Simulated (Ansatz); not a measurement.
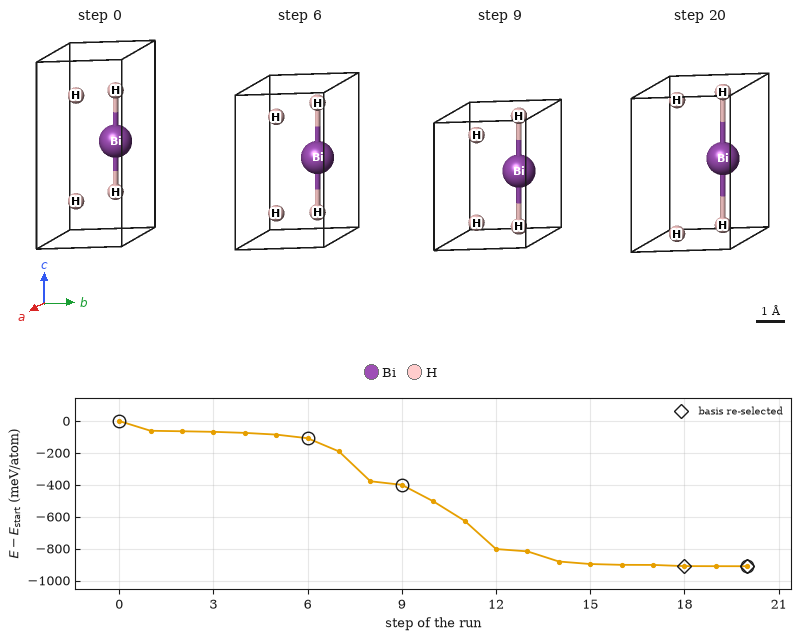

Frames of a relaxation of a crystal of BiH₄ (a generated structure, set up in P-6m2) (coarse preliminary run), marked on the history of the run. A ball-and-stick model of the cell of the calculation, seen slightly off an axis.

Method: DFT PBE, scalar-relativistic, plane waves, PAW in Ansatz.

The input:
```yaml
crystal:
  lattice:
    - [3.12229894, 0.0, 0.0]
    - [-1.56114947, 2.7039902, 0.0]
    - [0.0, 0.0, 7.01230106]
  atoms:
    - { symbol: Bi, position: [0.33333333, 0.66666667, 0.5] }
    - { symbol: H, position: [0.33333333, 0.66666667, 0.77107363] }
    - { symbol: H, position: [0.33333333, 0.66666667, 0.22892637] }
    - { symbol: H, position: [0.66666667, 0.33333333, 0.7828188] }
    - { symbol: H, position: [0.66666667, 0.33333333, 0.2171812] }
basis:
  ecutwfc: 420
kpoints:
  mp_grid: { grid: [6, 6, 4] }
hamiltonian:
  xc: pbe
scf:
  occupations: { method: gaussian, width: 0.1 }
  lower_state_search: "off"
output:
  forces: true
  stress: true
  eigenvalues: true
relax:
  adjacent_minimum: "off"
  f_tol: 0.04
  max_steps: 70
  cell: { stress_tol: 0.4 }
```

Run as
```bash
ansatz run input.yaml --threads 1 --pin off --max-ram 2560MiB --backend cpu --events-out ev --progress --plain --runs-dir out
```

What happens along the run?

Answer. The largest moves relative to the cell, 0.93 Å, are those of H2 and H3. H2 goes along +c. Bi stays in place. The drawn cell changes as follows: a = b 3.122 → 3.631 Å (+16.3 %), c 7.012 → 5.764 Å (−17.8 %); the volume changes by +11.2 %. Near-neighbour distances that change, for instance: H2–H3 3.211 → 0.781 Å, H4–H5 3.046 → 0.752 Å, Bi1–H2 1.901 → 2.491 Å, Bi1–Bi1 3.122 → 3.631 Å. New bonds form, among them: H4–H5 (3.05 → 0.75 Å). The space group stays P-6m2 (No. 187). After 18 accepted moves (20 points after the start) the energy has fallen by 910 meV per atom. The largest force component goes from 1.3 to 0.0099 eV/Å. Pressure: 7.45 GPa at the start and 0.21 GPa at the end. The SCF was repeated twice at an unchanged geometry on a basis and grid sized afresh for the cell, which shifted the energy by 7.4 meV per atom at most. Cost: 80 s on 1 thread of Intel(R) Xeon(R) Processor @ 2.50GHz (Skylake/Cascade Lake), on a shared host, peak memory 0.36 GiB. From step 0 to 6: H atoms move most (0.48 Å), volume −10.0 %, energy −108 meV per atom. From step 6 to 9: H atoms move most (0.38 Å), volume −12.3 %, energy −292 meV per atom. From step 9 to 20: H atoms move most (0.53 Å), volume +40.7 %, energy −510 meV per atom.

```json
{"step": "0", "E − E(0), meV/atom": "0.00", "largest force component, eV/Å": "1.2849", "pressure, GPa": "7.45", "volume, Å³/atom": "11.841", "note": ""}
{"step": "1", "E − E(0), meV/atom": "-61.33", "largest force component, eV/Å": "0.1800", "pressure, GPa": "-1.33", "volume, Å³/atom": "13.017", "note": ""}
{"step": "2", "E − E(0), meV/atom": "-64.36", "largest force component, eV/Å": "0.1341", "pressure, GPa": "0.53", "volume, Å³/atom": "12.628", "note": ""}
{"step": "3", "E − E(0), meV/atom": "-67.98", "largest force component, eV/Å": "0.0898", "pressure, GPa": "-0.19", "volume, Å³/atom": "12.502", "note": ""}
{"step": "4", "E − E(0), meV/atom": "-74.50", "largest force component, eV/Å": "0.2134", "pressure, GPa": "-0.10", "volume, Å³/atom": "11.843", "note": ""}
{"step": "5", "E − E(0), meV/atom": "-85.28", "largest force component, eV/Å": "0.3894", "pressure, GPa": "0.17", "volume, Å³/atom": "11.219", "note": ""}
{"step": "6", "E − E(0), meV/atom": "-107.93", "largest force component, eV/Å": "0.7806", "pressure, GPa": "0.86", "volume, Å³/atom": "10.660", "note": ""}
{"step": "7", "E − E(0), meV/atom": "-190.75", "largest force component, eV/Å": "1.7447", "pressure, GPa": "1.90", "volume, Å³/atom": "10.059", "note": ""}
{"step": "8", "E − E(0), meV/atom": "-377.62", "largest force component, eV/Å": "2.8102", "pressure, GPa": "4.76", "volume, Å³/atom": "9.631", "note": ""}
{"step": "9", "E − E(0), meV/atom": "-400.11", "largest force component, eV/Å": "5.6249", "pressure, GPa": "13.34", "volume, Å³/atom": "9.351", "note": ""}
{"step": "10", "E − E(0), meV/atom": "-502.99", "largest force component, eV/Å": "1.3228", "pressure, GPa": "2.17", "volume, Å³/atom": "10.217", "note": ""}
{"step": "11", "E − E(0), meV/atom": "-625.36", "largest force component, eV/Å": "2.7997", "pressure, GPa": "1.92", "volume, Å³/atom": "10.492", "note": ""}
{"step": "12", "E − E(0), meV/atom": "-802.39", "largest force component, eV/Å": "2.6872", "pressure, GPa": "2.42", "volume, Å³/atom": "10.952", "note": ""}
{"step": "13", "E − E(0), meV/atom": "-816.91", "largest force component, eV/Å": "5.1770", "pressure, GPa": "6.83", "volume, Å³/atom": "11.293", "note": ""}
{"step": "14", "E − E(0), meV/atom": "-880.46", "largest force component, eV/Å": "1.6710", "pressure, GPa": "-2.31", "volume, Å³/atom": "12.988", "note": ""}
{"step": "15", "E − E(0), meV/atom": "-896.22", "largest force component, eV/Å": "1.1081", "pressure, GPa": "-0.58", "volume, Å³/atom": "12.614", "note": ""}
{"step": "16", "E − E(0), meV/atom": "-901.37", "largest force component, eV/Å": "0.2769", "pressure, GPa": "0.26", "volume, Å³/atom": "12.745", "note": ""}
{"step": "17", "E − E(0), meV/atom": "-901.91", "largest force component, eV/Å": "0.0392", "pressure, GPa": "0.01", "volume, Å³/atom": "12.897", "note": ""}
{"step": "18", "E − E(0), meV/atom": "-909.30", "largest force component, eV/Å": "0.0688", "pressure, GPa": "0.57", "volume, Å³/atom": "12.897", "note": "same geometry, new basis"}
{"step": "19", "E − E(0), meV/atom": "-909.76", "largest force component, eV/Å": "0.0105", "pressure, GPa": "0.21", "volume, Å³/atom": "13.161", "note": ""}
{"step": "20", "E − E(0), meV/atom": "-910.05", "largest force component, eV/Å": "0.0099", "pressure, GPa": "0.21", "volume, Å³/atom": "13.161", "note": "same geometry, new basis"}
```

Limits of the set-up: layers or molecules are held without a dispersion correction, so their spacing is unreliable.
